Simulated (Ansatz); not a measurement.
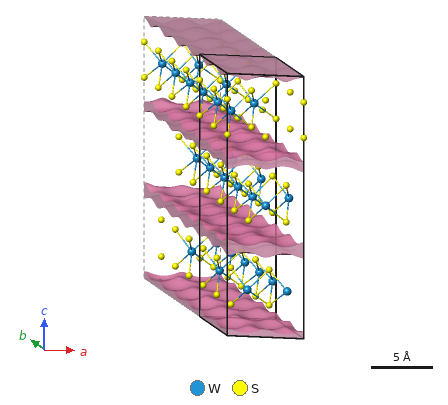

Crystal voids of W₃S₈ (R3m, No. 160): the pink surface encloses the regions where the procrystal electron density, the sum of the densities of spherically averaged neutral Hartree-Fock atoms, is below 0.002 e/bohr³ (1×3×1 cells, view slightly off an axis). No self-consistent density enters. Pale faces close the region where the drawn box cuts it. From Rb on the atoms have core potentials, so only their outer electrons count.

Source of the atomic positions: the end point of a relaxation in a fixed cell with Ansatz, DFT PBE, scalar-relativistic, plane waves, PAW.

```
W S
1.0
     6.37549    0.00000    0.00000
    -3.18775    5.52134    0.00000
     0.00000    0.00000   22.42335
W S
9 24
Direct
  0.84093 0.15907 0.16735
  0.31813 0.15907 0.16735
  0.84093 0.68187 0.16735
  0.50760 0.49240 0.50068
  0.98480 0.49240 0.50068
  0.50760 0.01520 0.50068
  0.17427 0.82573 0.83402
  0.65147 0.82573 0.83402
  0.17427 0.34853 0.83402
  0.66667 0.33333 0.23500
  0.16434 0.83566 0.23741
  0.67132 0.83566 0.23741
  0.16434 0.32868 0.23741
  0.33333 0.66667 0.43304
  0.83113 0.16887 0.43060
  0.33775 0.16887 0.43060
  0.83113 0.66225 0.43060
  0.33333 0.66667 0.56833
  0.83100 0.16900 0.57074
  0.33799 0.16900 0.57074
  0.83100 0.66201 0.57074
  0.00000 0.00000 0.76638
  0.49779 0.50221 0.76394
  0.00441 0.50221 0.76394
  0.49779 0.99559 0.76394
  0.00000 0.00000 0.90166
  0.49767 0.50233 0.90408
  0.00466 0.50233 0.90408
  0.49767 0.99534 0.90408
  0.66667 0.33333 0.09971
  0.16446 0.83554 0.09727
  0.67108 0.83554 0.09727
  0.16446 0.32892 0.09727
```

Question: What share of the cell is void by this measure?

Answer: The voids take about 11 % of the cell (88 Å³ of 789.3 Å³) and are bounded by about 230 Å² of surface per cell.

Question: What shape does the empty space take in three dimensions?

Answer: Where they connect, they form a two-dimensional network in layers parallel to (001).

Question: How low does the density fall, and where?

Answer: To about 0.0008 e/bohr³ near 0.00, 0.50, 0.33 (fractional), 2.8 Å from the nearest nucleus.

Question: At what density do the voids first join through the crystal?

Answer: At about 0.0013 e/bohr³, as a two-dimensional network in layers parallel to (001).
